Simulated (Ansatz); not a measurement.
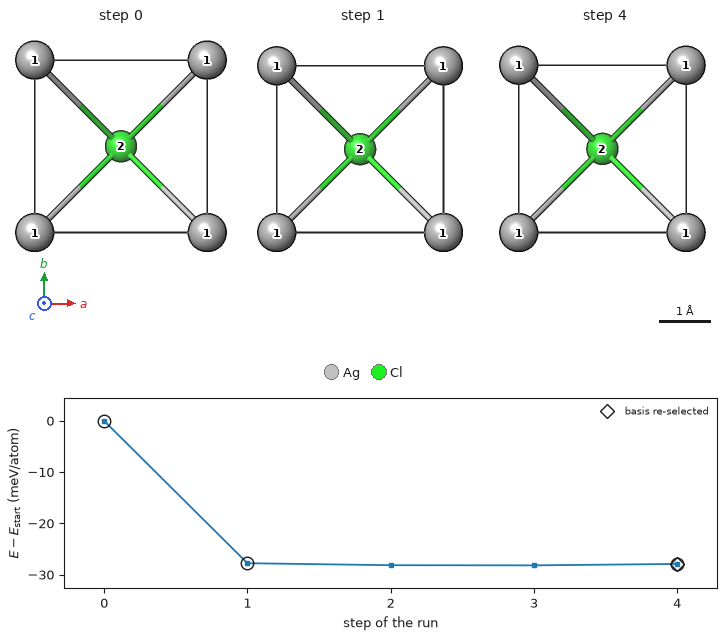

Frames of a relaxation of solid AgCl (set up in Pm-3m), marked on the history of the run. A ball-and-stick model of the cell of the calculation, seen along the c axis.

All numbers below come from DFT PBEsol, scalar-relativistic, plane waves, PAW (Ansatz 0.2.0). Set-up: plane-wave cutoff 420 eV; k-point mesh 10 × 10 × 10; occupations gaussian; smearing width 0.02 eV; no spin polarisation; cell and atoms relaxed; force threshold 0.005 eV/Å; at most 80 steps.

What happens along the run?

Answer. The energy falls by 27.9 meV per atom in 3 accepted moves (4 points after the start). All forces vanish by symmetry, so only the cell relaxes. The pressure goes from −4.60 to 0.00 GPa. At 1 point the geometry stayed and the basis and grid were re-selected for the new cell (energy shift of 0.3 meV per atom at most each time). No atom moves by more than 0.005 Å relative to the cell. The volume changes by −8.7 %, with a = b = c 3.434 → 3.331 Å (−3.0 %). Some distances before and after: Ag1–Cl2 2.974 → 2.885 Å. The space group stays Pm-3m (No. 221). From step 0 to 1: volume −9.7 %, energy −27.8 meV per atom. From step 1 to 4: volume +1.1 %, energy −0.1 meV per atom.
